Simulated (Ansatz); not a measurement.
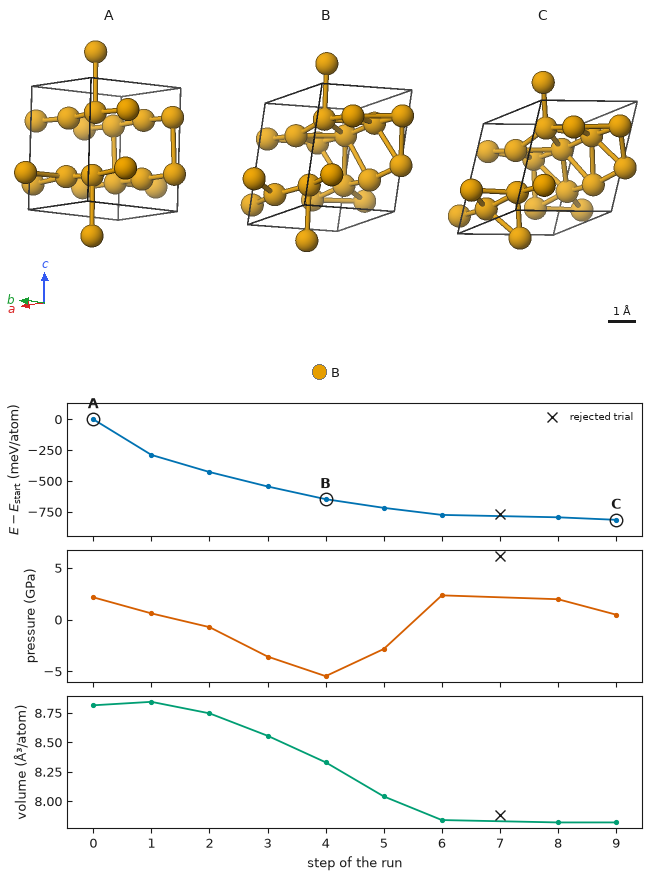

Frames of a relaxation of solid B (a generated structure, set up in P1) (coarse preliminary run), marked on the history of the run. The picture is a ball-and-stick view of the cell of the calculation, seen from a free direction.

Method: Ansatz 0.2.0, DFT PBE, scalar-relativistic, plane waves, PAW. (plane-wave cutoff 420 eV; k-point mesh 8 × 6 × 6; occupations gaussian; smearing width 0.2 eV; no spin polarisation; cell and atoms relaxed; force threshold 0.025 eV/Å; at most 60 steps)

**Describe the path.**

The run was cut off at its time limit before the relaxation converged, so the last structure is only a point on the way. After 8 accepted moves (9 points after the start) the energy has fallen by 814 meV per atom. Largest force component: 14 eV/Å at the start, 0.98 eV/Å at the end. The pressure goes from 2.17 to 0.49 GPa. The line search rejected the trial step at point 7 of the run. A B atom moves most relative to the cell: 0.74 Å along [2 1 −1]. Cell: a 3.239 → 3.249 Å (+0.3 %), b 4.628 → 4.997 Å (+8.0 %), c 4.709 → 4.285 Å (−9.0 %), α 90.6° → 100.2°, β 92.3° → 113.8°. Volume −11.3 %. Among the contacts that change: B–B 2.741 → 1.752 Å, B–B 2.327 → 3.299 Å, B–B 2.793 → 1.863 Å, B–B 2.663 → 1.801 Å. New bonds form: B–B (2.23 → 1.85 Å), B–B (2.30 → 1.80 Å), B–B (2.65 → 1.79 Å), B–B (2.67 → 1.89 Å). Bond angles that change, for instance: B–B–B 95.2° → 64.7°, B–B–B 91.6° → 122.0°, B–B–B 95.7° → 66.0°. The space group stays P1 (No. 1). From step 0 to 4: a B atom moves most (0.60 Å), volume −5.5 %, energy −647 meV per atom. From step 4 to 9: B atoms move most (0.28 Å), volume −6.1 %, energy −167 meV per atom.
